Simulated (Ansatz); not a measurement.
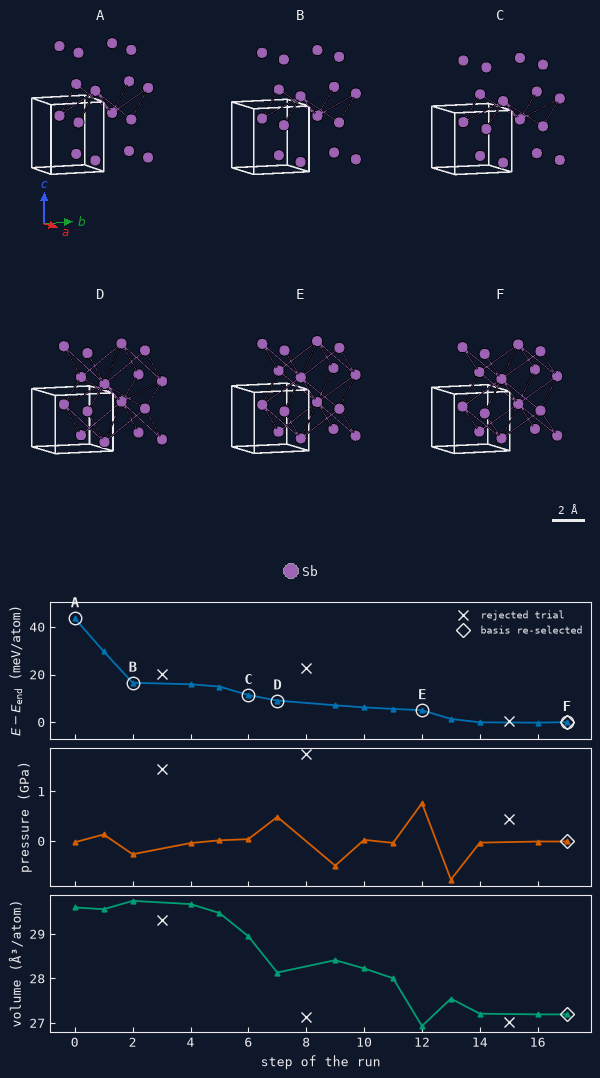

Frames of a relaxation of solid Sb (a generated structure, set up in Cmme), marked on the history of the run. The picture is a ball-and-stick view of the cell of the calculation, repeated 2 × 2 × 2 with one cell outlined, seen slightly off an axis.

Computed with Ansatz 0.2.0, DFT PBE, scalar-relativistic, plane waves, PAW. Set-up: plane-wave cutoff 420 eV; k-point mesh 16 × 16 × 12; occupations gaussian; smearing width 0.1 eV; no spin polarisation; cell and atoms relaxed; force threshold 0.01 eV/Å; at most 80 steps.

What happens along the run?

Answer. Over 13 accepted moves (17 points after the start) the energy falls by 43.6 meV per atom. The largest force component goes from 0.08 to 0.00035 eV/Å. Pressure: −0.02 GPa at the start and −0.01 GPa at the end. The line search rejected the trial steps at points 3, 8, 15 of the run. At 1 point the geometry stayed and the basis and grid were re-selected for the new cell (energy shift of 0.2 meV per atom at most each time). The largest moves relative to the cell, 0.22 Å, are those of Sb atoms. The drawn cell changes as follows: a = b 3.661 → 3.793 Å (+3.6 %), c 4.435 → 3.780 Å (−14.7 %), γ 95.1° → 90.0°; the volume changes by −8.1 %. Some distances before and after: Sb–Sb 3.836 → 3.282 Å, Sb–Sb 3.678 → 3.281 Å, Sb–Sb 3.005 → 3.280 Å, Sb–Sb 3.196 → 3.281 Å. Bond angles that change, for instance: Sb–Sb–Sb 115.3° → 109.7°. The space group (tolerance 0.01 Å) goes from Cmme (No. 67) to I4/mmm (No. 139). Cost: 9.5 min on 1 thread of Arm Neoverse V2, with other jobs on the host, peak memory 0.72 GiB. From step 0 to 2: Sb atoms move most (0.04 Å), volume +0.5 %, energy −27.1 meV per atom. From step 2 to 6: volume −2.7 %, energy −5.2 meV per atom. From step 6 to 7: Sb atoms move most (0.02 Å), volume −2.8 %, energy −2.3 meV per atom. From step 7 to 12: Sb atoms move most (0.19 Å), volume −4.3 %, energy −4.1 meV per atom. From step 12 to 17: Sb atoms move most (0.03 Å), volume +1.0 %, energy −5.0 meV per atom.

```csv
step,"E − E(0), meV/atom","largest force component, eV/Å","pressure, GPa","volume, Å³/atom",note
0,0.00,0.0797,-0.02,29.595,
1,-13.91,0.0476,0.13,29.555,
2,-27.08,0.0390,-0.26,29.743,
3,-23.37,0.1986,1.45,29.303,rejected
4,-27.70,0.0012,-0.04,29.671,
5,-28.67,0.0275,0.02,29.470,
6,-32.24,0.0607,0.04,28.947,
7,-34.54,0.0549,0.49,28.133,
8,-20.92,0.0179,1.74,27.126,rejected
9,-36.54,0.0373,-0.49,28.411,
10,-37.41,0.0178,0.03,28.226,
11,-38.05,0.0081,-0.04,28.005,
12,-38.62,0.0254,0.76,26.931,
13,-42.27,0.0051,-0.77,27.547,
14,-43.68,0.0008,-0.03,27.209,
15,-43.26,0.0276,0.44,27.012,rejected
16,-43.84,0.0004,-0.01,27.194,
17,-43.61,0.0004,-0.01,27.194,"same geometry, new basis"
```
